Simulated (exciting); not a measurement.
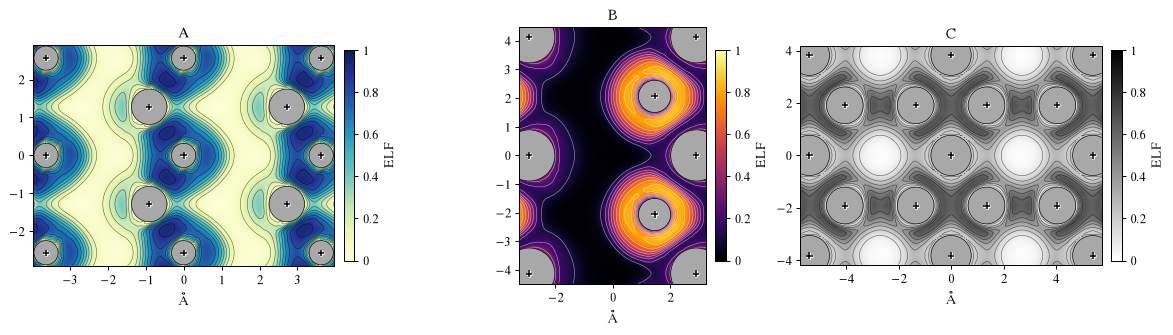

The electron localisation function of 3 systems, each on a plane through atoms (crosses mark nuclei in the plane; grey discs cover the cores).

All numbers below come from exciting sodium, Kohn-Sham DFT of a periodic cell, PBE, all-electron LAPW+lo, shipped species files.

System 1: CdS, the (011) plane of the conventional cell. Space group F-43m.

```xyz
8
Lattice="5.8330 0.0000 0.0000 0.0000 0.0000 -5.8330 0.0000 5.8330 0.0000" Properties=species:S:1:pos:R:3 pbc="T T T"
Cd    2.9165    0.0000   -2.9165
Cd    0.0000    2.9165   -2.9165
Cd    0.0000    0.0000    0.0000
Cd    2.9165    2.9165    0.0000
S     4.3748    1.4583   -4.3748
S     1.4583    4.3748   -4.3748
S     1.4583    1.4583   -1.4583
S     4.3748    4.3748   -1.4583
```

System 2: Si2Ni, the (011) plane of the conventional cell. Space group Fm-3m; spin-polarised.

```
Ni Si
1.0
     3.12116   -3.82262    2.20699
     3.12116    3.82262    2.20699
    -3.12116    0.00000    4.41398
Ni Si
4 8
Cartesian
  0.0000 -1.9113 3.3105
  3.1212 0.0000 2.2070
  0.0000 0.0000 0.0000
  0.0000 1.9113 3.3105
  0.7803 -1.9113 5.5175
  3.9014 0.0000 4.4140
  0.7803 0.0000 2.2070
  0.7803 1.9113 5.5175
  2.3409 -1.9113 3.3105
  2.3409 0.0000 6.6210
  -0.7803 0.0000 4.4140
  2.3409 1.9113 3.3105
```

System 3: BN, the (110) plane of the conventional cell. Space group F-43m; a structure from a database of computed crystals, not necessarily the ambient phase.

```
N B
1.0
     3.62600    0.00000    0.00000
     0.00000    0.00000   -3.62600
     0.00000    3.62600    0.00000
N B
4 4
Direct
  0.25000 0.75000 0.25000
  0.75000 0.75000 0.75000
  0.75000 0.25000 0.25000
  0.25000 0.25000 0.75000
  0.50000 0.50000 0.00000
  0.00000 0.50000 0.50000
  0.00000 0.00000 0.00000
  0.50000 0.00000 0.50000
```

**Match each panel to its system.**

Panel A is system 3, BN: the plane holds N and B. B–N (1.57 Å): the ELF peaks at about 0.95 between the atoms; a shared but strongly polarised pair. Panel B is system 1, CdS: the plane holds Cd and S. Cd–S (2.53 Å): the ELF peaks at about 0.85 in the valence shell of S, 0.9 Å from its nucleus, and drops to about 0.15 between the two atoms. Panel C is system 2, Si2Ni: the plane holds Ni and Si. Si–Ni (2.34 Å): the ELF peaks at about 0.70 between the atoms.
